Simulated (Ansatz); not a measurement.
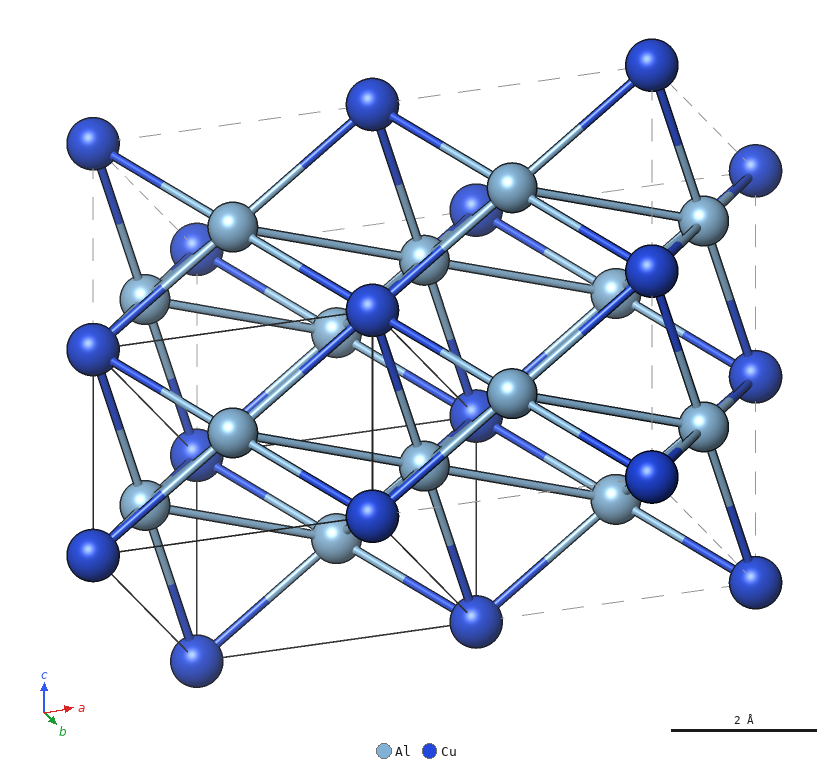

An orthographic ball-and-stick view of the structure, from a general direction. The structure is repeated 2×1×2 times; solid lines mark one conventional unit cell.

The material is Al$_{2}$Cu. Its lattice is primitive tetragonal, its space group P4/mmm (No. 123). The cell has 3 atoms, namely 2 Al, 1 Cu. Counting atoms within bonding range gives coordination numbers of Al 8 and Cu 8.

The model was built from a structure listed in the Materials Project. The cell was then strained or its atoms displaced on purpose. A calculation with Ansatz used it as input.

At this level of theory the cell isn't at rest (stretched, at -7 GPa), so its distances can differ from those at equilibrium, the more so the softer the solid.
